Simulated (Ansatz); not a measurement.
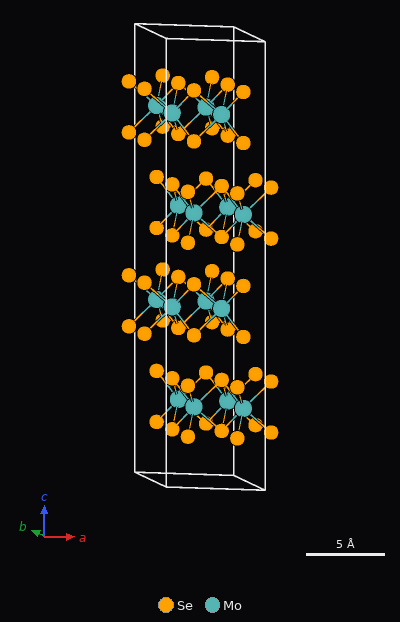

Fig. 1: The structure as given in the input (ball-and-stick view of the 2 × 2 repeat of the cell, with the vacuum cut short, seen slightly off an axis; bonded neighbours outside the cell are drawn too). An atom can appear more than once, as a periodic image.

Geometry relaxation of MoSe2

The run: geometry relaxation of MoSe2 (slab, 12 atoms in the cell). Method and program: DFT, PBE, dispersion d3bj, plane waves, PAW (Ansatz 0.2.0).

The structure derives from an entry of the Crystallography Open Database. The input holds or restrains some coordinates. Forces given for the steps count only the free coordinates.

### Input file
```yaml
crystal:
  lattice:
    - [3.2761977891, 0.0, 0.0]
    - [-1.6380988945, 2.8372705132, 0.0]
    - [0.0, 0.0, 39.4467184635]
  atoms:
    - { symbol: Se, position: [0.3333333333, 0.6666666667, 0.215480535] }
    - { symbol: Mo, position: [0.6666666667, 0.3333333333, 0.2579310109] }
    - { symbol: Se, position: [0.3333333333, 0.6666666667, 0.3003814867] }
    - { symbol: Se, position: [0.6666666667, 0.3333333333, 0.3768598611] }
    - { symbol: Mo, position: [0.3333333333, 0.6666666667, 0.419310337] }
    - { symbol: Se, position: [0.6666666667, 0.3333333333, 0.4617608128] }
    - { symbol: Se, position: [0.3333333333, 0.6666666667, 0.5382391872] }
    - { symbol: Mo, position: [0.6666666667, 0.3333333333, 0.580689663] }
    - { symbol: Se, position: [0.3333333333, 0.6666666667, 0.6231401389] }
    - { symbol: Se, position: [0.6666666667, 0.3333333333, 0.6996185133] }
    - { symbol: Mo, position: [0.3333333333, 0.6666666667, 0.7420689891] }
    - { symbol: Se, position: [0.6666666667, 0.3333333333, 0.784519465] }
basis:
  ecutwfc: 420
kpoints:
  mp_grid: { grid: [0, 9, 1] }
hamiltonian:
  xc: pbe
  dispersion: d3bj
scf:
  occupations: { method: gaussian, width: 0.05 }
  max_iter: 60
output:
  forces: true
  eigenvalues: true
relax:
  adjacent_minimum: "off"
  f_tol: 0.03
  max_steps: 70
  constraints: [{ sites: [0, 1, 2, 3, 4, 5] }]
efield:
  axis: 3
  dipole_correction: true
  ramp_width: 0.04
```

Machine: 4 threads of Intel Xeon (Granite Rapids), 32 GiB of memory available, shared host.

Command:
```bash
ansatz run input.yaml --threads 4 --pin off --max-ram 10240MiB --backend cpu --events-out ev --progress --plain --runs-dir out
```

### Output
```
Error: invalid value for `kpoints.mp_grid.grid`: each dimension must be in 1..=255
```

### Outcome

```tsv
quantity	value
outcome	refused by the program
```

### Diagnosis

This input holds a deliberate fault: a mesh with a zero or a mesh and a spacing (`kpoints.mp_grid.grid`). The program refused the input: “invalid value for `kpoints.mp_grid.grid`: each dimension must be in 1..=255”
